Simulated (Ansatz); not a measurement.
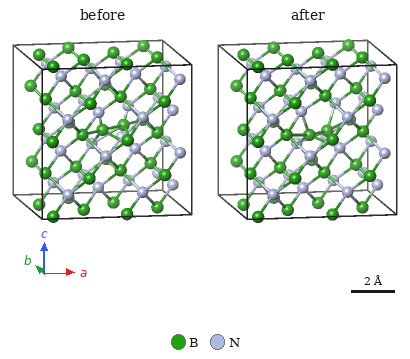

The structure of a defect cell of composition B$_{33}$N$_{32}$ (cell charge +2) before (left) and after (right) a relaxation, at one scale.

Style: ball-and-stick. Shown: the cell of the calculation (origin shifted), slightly off an axis.

These are results of DFT, PBEsol, PAW, plane waves (Ansatz), not measurements. (plane-wave cutoff 420 eV; k-point mesh 1 × 1 × 1; mesh shifted by (0.25, 0.25, 0.25); collinear spin; atoms relaxed in a fixed cell; force threshold 0.03 eV/Å; at most 80 steps)

**Describe what moved and what it gained.**

A B atom moves most: 0.31 Å along [1 1 −2]. Largest moves by element: B 0.31 Å, N 0.21 Å. The cell doesn't change. Some distances before and after: B–N 0.947 → 1.409 Å, B–B 1.816 → 1.512 Å, B–B 1.660 → 1.945 Å, B–B 1.675 → 1.954 Å. Among the angles between lasting bonds that change: N–B–N 89.4° → 103.2°, B–B–N 90.7° → 81.6°, B–N–B 124.1° → 115.9°. The energy falls by 22.816 eV per cell of the calculation in 8 geometry steps. Largest force component: 66 eV/Å at the start, 0.016 eV/Å at the end. Cost: 18 s on 1 × NVIDIA GB300 Max-Q with 8 threads of Arm Neoverse-V2, peak memory 1.7 GiB.

Limits of the set-up: the periodic images lie only 7.2 Å apart, so the values are limited by the cell's size; the cell is charged, on a uniform background, and energies carry no finite-size correction.
